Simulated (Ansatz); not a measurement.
Al

```yaml
crystal:
  lattice:
    - [5.83048, 0.00000, 0.00000]
    - [0.00000, 5.83048, 0.00000]
    - [0.00000, 0.00000, 5.83048]
  atoms:
    - { symbol: Al, position: [0.75000, 0.25000, 0.25000] }
    - { symbol: Al, position: [0.25000, 0.75000, 0.25000] }
    - { symbol: Al, position: [0.25000, 0.25000, 0.75000] }
    - { symbol: Al, position: [0.75000, 0.75000, 0.75000] }
    - { symbol: Al, position: [0.50000, 0.00000, 0.00000] }
    - { symbol: Al, position: [0.00000, 0.50000, 0.00000] }
    - { symbol: Al, position: [0.00000, 0.00000, 0.50000] }
    - { symbol: Al, position: [0.50000, 0.50000, 0.50000] }
```

Space group Fd-3m; set up as Al, diamond; a generated structure, not necessarily the stable one; changed on purpose from its base cell (volume × 0.92); computed pressure about 4 GPa in this cell.

The calculation used DFT, PBEsol, plane waves (420 eV) with PAW, scalar-relativistic in Ansatz.

What will maps of the valence pseudo-density and electron localisation function show?

Al–Al (2.52 Å): the density is about 0.3 e/Å³ at the midpoint; the ELF peaks at about 0.90 between the atoms.

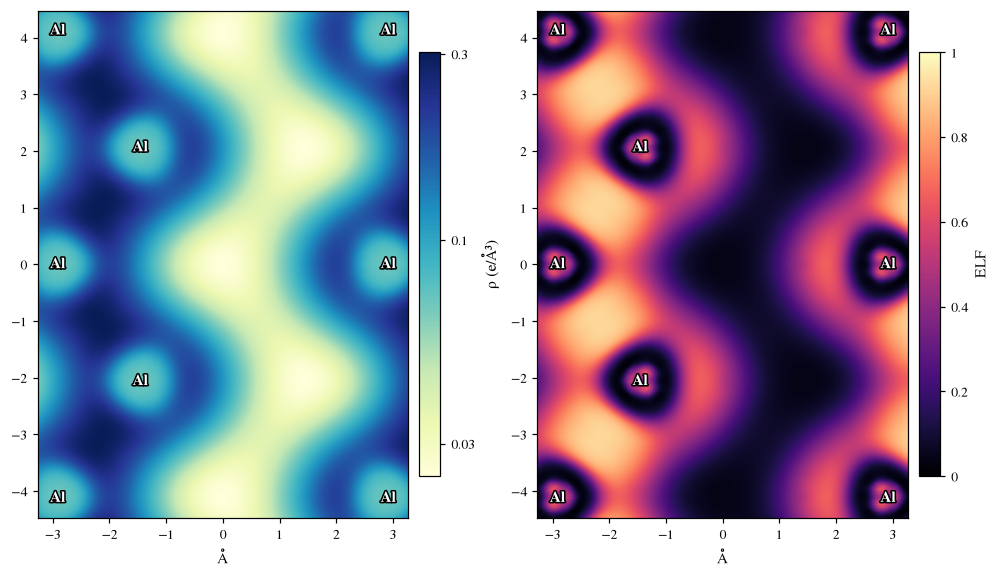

Computed valence pseudo-density and electron localisation function on the (101) plane of the conventional cell, in this order. 
